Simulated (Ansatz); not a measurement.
# AlNi: geometry relaxation

The run: geometry relaxation of AlNi (6 atoms in the cell). Method and program: DFT PBE, scalar-relativistic, plane waves, PAW, no spin polarisation (Ansatz 0.2.0).

The structure derives from a Materials Project entry. It belongs to a series of runs on one base structure; here: 0 of 3 Al sites taken by Ga, cell and atoms relaxed. Figures and captions count atoms from 1; the log counts them from 0 in places.

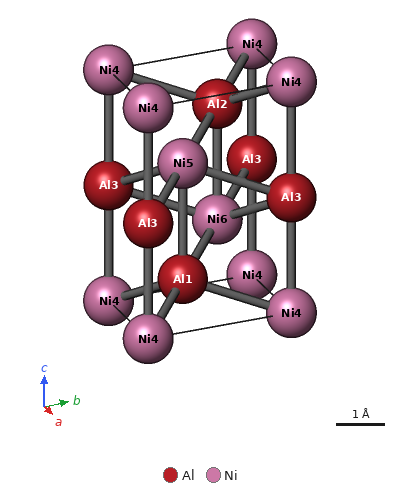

Figure 1. The starting structure (ball-and-stick view of the cell of the calculation, seen slightly off an axis; atoms are numbered from 1 in the order of the input).

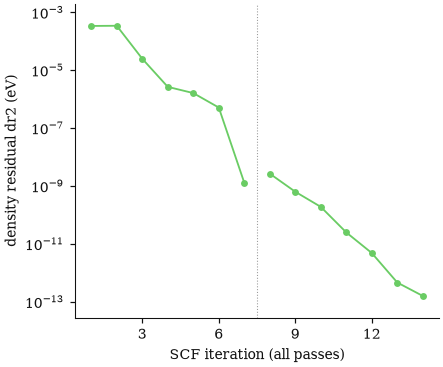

Figure 2. Convergence of the self-consistent field: density residual dr2 against the SCF iteration. The dotted lines part the SCF passes of the relaxation: geometry steps, rejected trials and re-solves on a re-selected basis. The passes take 7 and 7 iterations.

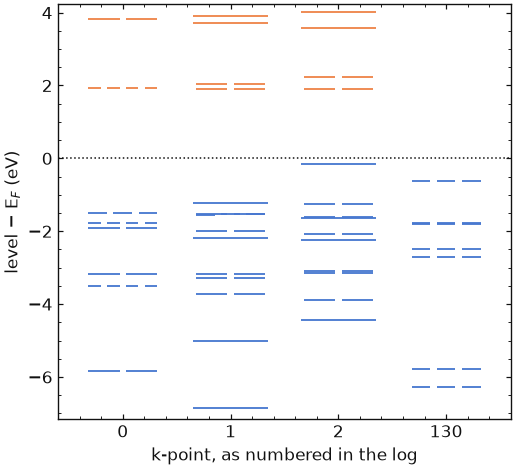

Figure 3. Kohn–Sham levels near the Fermi level (dotted) at the few k-points that the log prints; levels within 0.02 eV of each other stand side by side. The system is metallic on the full mesh.

The input that produced these results follows, with the program's output.

### Input file
```yaml
crystal:
  lattice:
    - [0.0, -2.8930919343, 2.8930919343]
    - [-2.8930919343, 2.8930919343, 0.0]
    - [-2.8930919343, -2.8930919343, -2.8930919343]
  atoms:
    - { symbol: Al, position: [0.6666666667, 0.3333333333, 0.1666666667] }
    - { symbol: Al, position: [0.3333333333, 0.6666666667, 0.8333333333] }
    - { symbol: Al, position: [0.0, 0.0, 0.5] }
    - { symbol: Ni, position: [0.0, 0.0, 0.0] }
    - { symbol: Ni, position: [0.6666666667, 0.3333333333, 0.6666666667] }
    - { symbol: Ni, position: [0.3333333333, 0.6666666667, 0.3333333333] }
basis:
  ecutwfc: 420
kpoints:
  mp_grid: { grid: [12, 12, 8] }
hamiltonian:
  xc: pbe
scf:
  occupations: { method: gaussian, width: 0.1 }
output:
  forces: true
  stress: true
  eigenvalues: true
relax:
  adjacent_minimum: "off"
  f_tol: 0.015
  max_steps: 60
  cell: { stress_tol: 0.15 }
```

Command:
```bash
ansatz run input.yaml --threads 1 --pin off --max-ram 2560MiB --backend cpu --events-out ev --progress --plain --runs-dir out
```

### The program's output
```
Engine: ansatz 0.2.0, x86_64-unknown-linux-gnu
Pseudopotentials: kind: paw
Pseudopotential: Al, paw, valence charge 3, recommended cutoff 420 eV (normal), Al.paw.azcp
Pseudopotential: Ni, paw, valence charge 18, recommended cutoff 420 eV (normal), Ni.paw.azcp
Functional definition: PBE
  parameter kappa = 0.804
  parameter beta = 0.06672455060314922
  exchange = pbe_x(kappa = kappa, mu = beta*pi^2/3)
  correlation = pbe_c(beta = beta)
Crystal: 6 atoms, lattice volume = 72.645 Å³
Basis set: ecut = 420 eV, 1409 PW (Γ), exchange–correlation on 60×60×72 points (8 copies of the dense FFT grid, shifted against one another)
Bands: 38, of which v1, the nominal top of the filled ones, is band 32 counted from 1 (31 counted from 0)
Symmetry: 36 space group operations
Space group: Pm-3m (ITA 221), of the structure as read, at distance tolerance 4.2e-5 Å
k-points: 131 of 1152
Non-local potential: Al, projectors of the file, l = 0: 2, l = 1: 2, l = 2: 1
Non-local potential: Ni, projectors of the file, l = 0: 3, l = 1: 2, l = 2: 3, l = 3: 1
PAW form: soft (Blöchl's): semilocal exchange-correlation on the pseudo side does not see the compensation charge
PAW one-centre angular grid: Al, 110 points (default); XC on 64 Gauss nodes
PAW one-centre angular grid: Ni, 590 points (default); XC on 64 Gauss nodes
Initial density: superposition of atomic densities (neutral atoms: chi_scale 0, normalization atom), corrected by the library's trained network
Initial wavefunctions: pseudopotential atomic-orbital guess
Functional: x = pbe(κ = 0.804, μ = 0.2195149727645171), c = pbe(β = 0.06672455060314922)
SCF iter   1: F=—  HF=-19135.598643 eV  |F-HF|=—  |Δ(HF+E_count)|=         —  Δρ=1.04e-3  dr2=3.36e-4  ethr=1.77e-3  ⟨swp⟩=6.4  Hψ=20197  notcnv=0  defer=7
preconditioner: auto → Kerker (q_TF=auto, 2.664 Å⁻¹)  [metal: Δε(μ)=0.004 eV  Ē_g=6.507 eV  σ=0.100 eV  W_gap=0.03  n_scr=22 (ndim 8)  ℏωp=27.2 eV  f_vac=0.000  D(μ)=2.33/eV (n_scr^D=20)]
SCF iter   2: F=—  HF=-19135.598137 eV  |F-HF|=—  |Δ(HF+E_count)|=   5.06e-4  Δρ=8.68e-4  dr2=3.41e-4  ethr=5.34e-7  ⟨swp⟩=2.5  Hψ=10032  notcnv=0  defer=12
SCF iter   3: F=—  HF=-19135.598202 eV  |F-HF|=—  |Δ(HF+E_count)|=   6.51e-5  Δρ=2.98e-4  dr2=2.47e-5  ethr=5.34e-7  ⟨swp⟩=2.0  Hψ=6395  notcnv=0  defer=12
SCF iter   4: F=—  HF=-19135.598392 eV  |F-HF|=—  |Δ(HF+E_count)|=   1.90e-4  Δρ=6.65e-5  dr2=2.64e-6  ethr=3.92e-8  ⟨swp⟩=2.8  Hψ=8673  notcnv=0  defer=12
SCF iter   5: F=—  HF=-19135.598392 eV  |F-HF|=—  |Δ(HF+E_count)|=   1.58e-7  Δρ=6.57e-5  dr2=1.61e-6  ethr=4.19e-9  ⟨swp⟩=2.0  Hψ=6733  notcnv=0  defer=12
SCF iter   6: F=—  HF=-19135.598391 eV  |F-HF|=—  |Δ(HF+E_count)|=   1.69e-7  Δρ=3.33e-5  dr2=5.09e-7  ethr=2.55e-9  ⟨swp⟩=1.0  Hψ=4766  notcnv=0  defer=12
SCF iter   7: F=-19135.598391 eV  HF=-19135.598391 eV  |F-HF|=6.91e-11  |Δ(HF+E_count)|=   7.10e-8  Δρ=1.90e-6  dr2=1.28e-9  ethr=1.59e-10  ⟨swp⟩=6.5  Hψ=22743  notcnv=0
SCF 1 converged in 7 iterations: F = -19135.598391 eV  dr2 = 1.28e-9
  greatest PAW one-centre occupation: 1.001 electrons in one spin orbital (limit 2), on the Ni atom at site 5 (counted from 0), in its partial waves of l = 1
relax step   1: F+E_penalty+E_count = -19135.59839135 eV  Δ(F+E_penalty+E_count) = +0.000e0 eV  max|allowed force component| = 1.686e-26 eV/Å  Δτ_max = 0.0000 Å  P = -0.002 GPa  Ω = 72.645 Å³  (7 SCF iters, dr2 threshold 1.00e-7 eV, accepted)
Initial density: handed on by an earlier stage of this run
Initial wavefunctions: pseudopotential atomic-orbital guess (no wavefunctions were taken with the density)
iter 1 solved again at ethr=2.71e-7 eV; its pass at ethr=3.10e-3 eV (dr2=1.71e-4 eV) is discarded
SCF iter   1: F=—  HF=-19135.598197 eV  |F-HF|=—  |Δ(HF+E_count)|=         —  Δρ=2.53e-6  dr2=2.64e-9  ethr=2.71e-7  ⟨swp⟩=2.9  Hψ=31155  notcnv=0
eigensolver tolerance schedule: the retry pair's looser diagonalisation over-reported the residual by 64685.58 of it (diagonalisation noise at an unbounded share of the residual, at the tolerance the schedule requests for it); recorded, not acted on — ethr = c·dr2/N_el stays at c = 1.0e-1
preconditioner: auto → Kerker (q_TF=auto, 2.664 Å⁻¹)  [metal: Δε(μ)=0.004 eV  Ē_g=6.511 eV  σ=0.100 eV  W_gap=0.03  n_scr=22 (ndim 8)  ℏωp=27.2 eV  f_vac=0.000  D(μ)=2.33/eV (n_scr^D=20)]
SCF iter   2: F=—  HF=-19135.598391 eV  |F-HF|=—  |Δ(HF+E_count)|=   1.95e-4  Δρ=1.43e-6  dr2=6.26e-10  ethr=4.19e-12  ⟨swp⟩=3.5  Hψ=13250  notcnv=0
iter 3 did not close the SCF: its close was put off for the readings that it lacked (scf_convergence_deferred on its scf_iter line)
SCF iter   3: F=-19135.598391 eV  HF=-19135.598391 eV  |F-HF|=2.18e-11  |Δ(HF+E_count)|=  1.38e-10  Δρ=6.53e-7  dr2=1.88e-10  ethr=1.00e-12  ⟨swp⟩=1.0  Hψ=4978  notcnv=0
iter 4 did not close the SCF: its close was put off for the readings that it lacked (scf_convergence_deferred on its scf_iter line)
SCF iter   4: F=-19135.598391 eV  HF=-19135.598391 eV  |F-HF|=2.18e-11  |Δ(HF+E_count)|=  7.28e-12  Δρ=2.13e-7  dr2=2.46e-11  ethr=1.00e-12  ⟨swp⟩=1.0  Hψ=4978  notcnv=0
iter 5 did not close the SCF: its close was put off for the readings that it lacked (scf_convergence_deferred on its scf_iter line)
SCF iter   5: F=-19135.598391 eV  HF=-19135.598391 eV  |F-HF|=3.64e-12  |Δ(HF+E_count)|=  3.64e-12  Δρ=1.18e-7  dr2=4.77e-12  ethr=1.00e-12  ⟨swp⟩=1.0  Hψ=4978  notcnv=0
iter 6 did not close the SCF: its close was put off for the readings that it lacked (scf_convergence_deferred on its scf_iter line)
SCF iter   6: F=-19135.598391 eV  HF=-19135.598391 eV  |F-HF|=0.00e0  |Δ(HF+E_count)|=  3.64e-12  Δρ=3.45e-8  dr2=4.56e-13  ethr=1.00e-12  ⟨swp⟩=1.0  Hψ=4978  notcnv=0
SCF iter   7: F=-19135.598391 eV  HF=-19135.598391 eV  |F-HF|=3.64e-12  |Δ(HF+E_count)|=  3.64e-12  Δρ=2.14e-8  dr2=1.57e-13  ethr=1.00e-12  ⟨swp⟩=2.1  Hψ=11238  notcnv=0
SCF 2 converged in 7 iterations: F = -19135.598391 eV  dr2 = 1.57e-13
relax step   2: F+E_penalty+E_count = -19135.59839135 eV  Δ(F+E_penalty+E_count) = -7.640e-11 eV  max|allowed force component| = 2.447e-28 eV/Å  Δτ_max = 0.0000 Å  P = -0.002 GPa  Ω = 72.645 Å³  stress off target by 8.16e-2 GPa  SCF on the basis re-selected at this cell (its energy is not comparable with the rows above)  (7 SCF iters)
basis re-selected at this cell: Δ(F+E_penalty+E_count) = -7.640e-11 eV, ΔP = +0.000 GPa vs the last step (what re-selecting the basis moved, of the pressure what is left beyond the Pulay correction that the steps carried, after the strain that the cell walked since its last selection, with what the two solves' SCF thresholds leave and, on support functions, any second-order correction that the steps lacked; it is no measure of the basis error at this ecutwfc). This SCF's stress stands 8.16e-2 GPa from its target on what of the cell is left free (relax.cell.stress_tol is 1.50e-1 GPa) and its largest allowed force component is 2.45e-28 eV/Å (relax.f_tol is 1.50e-2 eV/Å): within both
SCF converged after 7 iterations
Free energy (F): -19135.598391 eV
Harris-Foulkes:  -19135.598391 eV  (|F-HF|=3.64e-12)
Internal energy: -19135.586751 eV  (E = F + TS)
E sigma→0 (E₀):  -19135.592571 eV
Entropy (-TS):   -0.011640 eV (-1.940 meV/atom)
Fermi energy:    13.780601 eV
--- Per-component energies (eV) ---
  E_band       = -1019.806710
  E_kinetic    = 931.750881
  E_local      = -13392.999597  (includes V_loc(G=0)·N_el)
  E_nonlocal   = 1943.313589
  E_hartree    = 5762.323949
  E_xc         = -378.216639
  E_vxc        = -421.070259  (∫ρ·V_xc dr)
  E_paw        = -6301.237371  (= ΣΔE_a)
  E_vpaw       = -1605.450687  (= ΣTr[D̂ρ^β])
  E_aug_tail   = 0.001459  (compensation charges beyond the density's cutoff)
  E_ewald      = -7700.523022
  E_smearing   = -0.011640  (= −TS)
  E_closure    = 0.000000  (closes the sum)
  Σ components = -19135.598391   (vs F -19135.598391, Δ=0.00e0)
--- Forces (eV/Å), atoms counted from 1 ---
  atom   1  Al     0.00000000    -0.00000000     0.00000000
  atom   2  Al     0.00000000     0.00000000     0.00000000
  atom   3  Al     0.00000000     0.00000000     0.00000000
  atom   4  Ni     0.00000000     0.00000000     0.00000000
  atom   5  Ni    -0.00000000    -0.00000000     0.00000000
  atom   6  Ni     0.00000000     0.00000000     0.00000000
  max |Σ_I F_I| component: 3.05e-28 eV/Å
--- Stress (GPa, compression-positive) ---
       -0.002076       0.041822       0.041822
        0.041822      -0.002076       0.041822
        0.041822       0.041822      -0.002076
  P = ⅓ Tr σ = -0.0021 GPa (-0.021 kbar)
--- Band table (eV; the first three rows and the last of 131) ---
  k-point 0: bands = ["-89.5082", "-89.5052", "-89.5052", "-49.9240", "-49.9240", "-49.9240", "-49.9240", "-49.9226", "-49.9226", "-49.9107", "-49.9107", "-49.9090", "2.6994", "7.9399", "7.9399", "10.2781", "10.2781", "10.2781", "10.2781", "10.5980", "10.5980", "11.8821", "11.8821", "11.9986", "11.9986", "11.9986", "11.9986", "12.2673", "12.2673", "12.2683", "15.7132", "15.7132", "15.7132", "15.7132", "17.5951", "17.5951", "19.1967", "19.1967"]
  k-point 1: bands = ["-89.5081", "-89.5057", "-89.5048", "-49.9259", "-49.9259", "-49.9243", "-49.9219", "-49.9219", "-49.9205", "-49.9110", "-49.9110", "-49.9094", "2.7945", "6.9391", "8.7752", "10.0571", "10.0571", "10.5061", "10.5061", "10.6064", "10.6064", "11.5917", "11.7936", "11.7936", "12.2339", "12.2441", "12.2441", "12.2625", "12.2625", "12.5431", "15.6738", "15.6738", "15.8181", "15.8181", "17.4822", "17.6873", "18.7947", "18.7947"]
  k-point 2: bands = ["-89.5079", "-89.5062", "-89.5045", "-49.9273", "-49.9273", "-49.9257", "-49.9196", "-49.9196", "-49.9183", "-49.9119", "-49.9119", "-49.9104", "3.0783", "5.9234", "9.3341", "9.8801", "9.8801", "10.6316", "10.6316", "10.6788", "10.6788", "11.5433", "11.7025", "11.7025", "12.1340", "12.1737", "12.1737", "12.5311", "12.5311", "13.6230", "15.6834", "15.6834", "16.0098", "16.0098", "17.3460", "17.7877", "18.0533", "18.0533"]
  k-point 130: bands = ["-89.5062", "-89.5062", "-89.5062", "-49.9308", "-49.9308", "-49.9308", "-49.9140", "-49.9140", "-49.9140", "-49.9128", "-49.9128", "-49.9128", "7.4919", "7.4919", "7.4919", "8.0033", "8.0033", "8.0033", "11.0811", "11.0811", "11.0811", "11.2952", "11.2952", "11.2952", "11.9703", "11.9703", "11.9703", "11.9939", "11.9939", "11.9939", "13.1584", "13.1584", "13.1584", "19.8217", "19.8217", "19.8217", "20.9025", "20.9025"]
--- Relaxed structure (1 steps of the walk, 1 accepted, 1 SCFs on fresh bases) ---
  F+E_penalty+E_count = -19135.59839135 eV   max|allowed force component| = 2.447e-28 eV/Å   (the final SCF, on the basis selected at the relaxed cell)
  cell:  # Å, volume = 72.6454 Å³
    - [0.0, -2.8930919343, 2.8930919343]
    - [-2.8930919343, 2.8930919343, 0.0]
    - [-2.8930919343, -2.8930919343, -2.8930919343]
  atoms:
    - { symbol: Al, position: [0.6666666666666666, 0.3333333333333333, 0.16666666666666666] }
    - { symbol: Al, position: [0.33333333333333337, 0.6666666666666665, 0.8333333333333335] }
    - { symbol: Al, position: [0.0, 0.0, 0.5] }
    - { symbol: Ni, position: [0.0, 0.0, -0.0] }
    - { symbol: Ni, position: [0.6666666666666666, 0.3333333333333333, 0.6666666666666666] }
    - { symbol: Ni, position: [0.33333333333333326, 0.6666666666666666, 0.3333333333333333] }
```

### Trajectory as extended XYZ (Å, eV, eV/Å), 2 frames, from step=1 to step=2
```
6
Lattice="0.0000 -2.8931 2.8931 -2.8931 2.8931 0.0000 -2.8931 -2.8931 -2.8931" Properties=species:S:1:pos:R:3:forces:R:3 step=1 energy=-19135.59839 pressure_GPa=-0.00
Al   -1.4465   -1.4465    1.4465    0.0000   0.0000   0.0000
Al   -4.3396   -1.4465   -1.4465    0.0000   0.0000   0.0000
Al   -1.4465   -1.4465   -1.4465    0.0000   0.0000   0.0000
Ni    0.0000    0.0000    0.0000    0.0000   0.0000   0.0000
Ni   -2.8931   -2.8931    0.0000    0.0000   0.0000   0.0000
Ni   -2.8931    0.0000    0.0000    0.0000   0.0000   0.0000
6
Lattice="0.0000 -2.8931 2.8931 -2.8931 2.8931 0.0000 -2.8931 -2.8931 -2.8931" Properties=species:S:1:pos:R:3:forces:R:3 step=2 energy=-19135.59839 pressure_GPa=-0.00
Al   -1.4465   -1.4465    1.4465    0.0000   0.0000   0.0000
Al   -4.3396   -1.4465   -1.4465    0.0000   0.0000   0.0000
Al   -1.4465   -1.4465   -1.4465    0.0000   0.0000   0.0000
Ni    0.0000    0.0000    0.0000    0.0000   0.0000   0.0000
Ni   -2.8931   -2.8931    0.0000    0.0000   0.0000   0.0000
Ni   -2.8931    0.0000    0.0000    0.0000   0.0000   0.0000
```

### Results in brief

- outcome: converged
- space group (tolerance 0.01 Å): Pm-3m (221)
- electrons treated: 63
- free energy: −19135.5984 eV
- Fermi energy: 13.781 eV
- gap on the k-point mesh: none (metallic)
- pressure: 0.00 GPa
- final volume: 72.65 Å³
- largest force (length of the vector) at the end: under 0.001 eV/Å
- final cell: a = 4.091 Å, b = 4.091 Å, c = 5.011 Å, α = 90.00°, β = 90.00°, γ = 120.00°
- hardware: 1 thread of Intel Xeon (Granite Rapids), 176 GiB of memory available, shared host
- wall time: 25 s
- peak memory: 0.56 GiB

### Notes

The run has no spin polarisation, so a magnetic state may lie lower.
